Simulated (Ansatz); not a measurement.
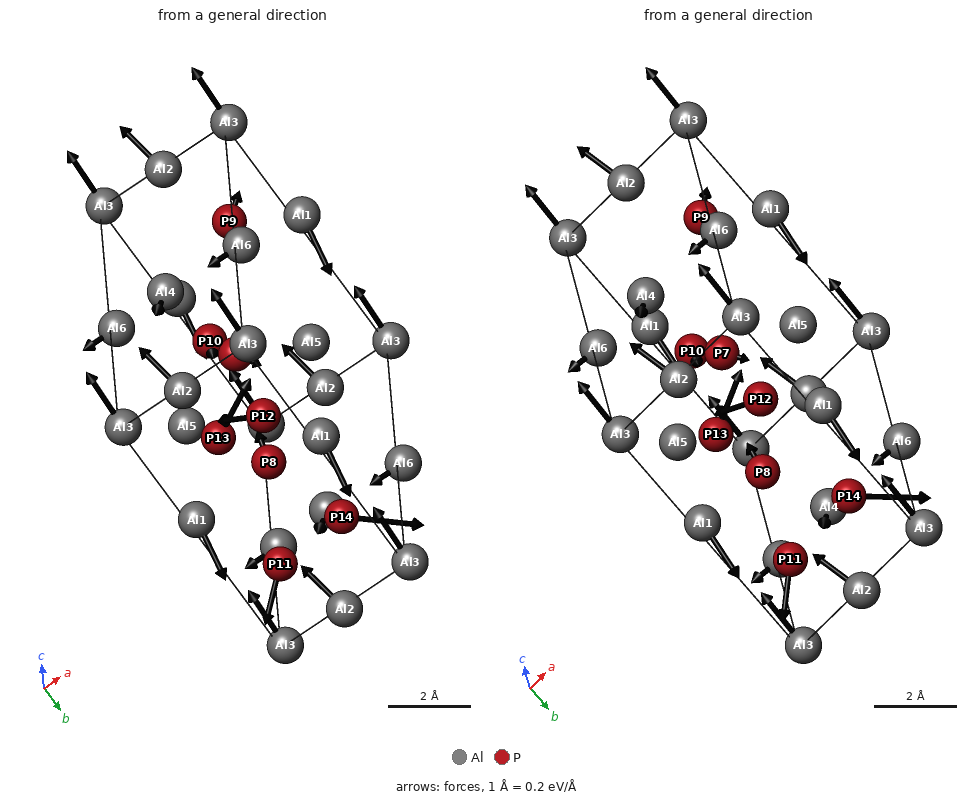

Figure: spheres-only view from two general directions. Thin lines show the cell (the run's own, in a reduced setting), with boundary atoms drawn in all their periodic places. The arrows are the computed forces on the atoms.

System: Al$_{3}$P$_{4}$. Method used: Ansatz 0.2.0, DFT PBE, scalar-relativistic, plane waves, PAW. It ran with 420 eV cutoff, k-points about 0.23 Å⁻¹ apart, Gaussian smearing of 0.1 eV, no spin polarisation.

> Judging by the arrows, is the geometry relaxed?

No. The atoms still feel forces of up to about 0.36 eV/Å, far above a usual threshold of 0.01 to 0.03 eV/Å.

> Name the atom under the greatest force.

P14, about 0.36 eV/Å.

Provenance: a structure type filled with these elements by a generator (whether the compound takes this form wasn't checked). Earlier steps of the study may have refined or changed the cell and positions. It went into a calculation with Ansatz.
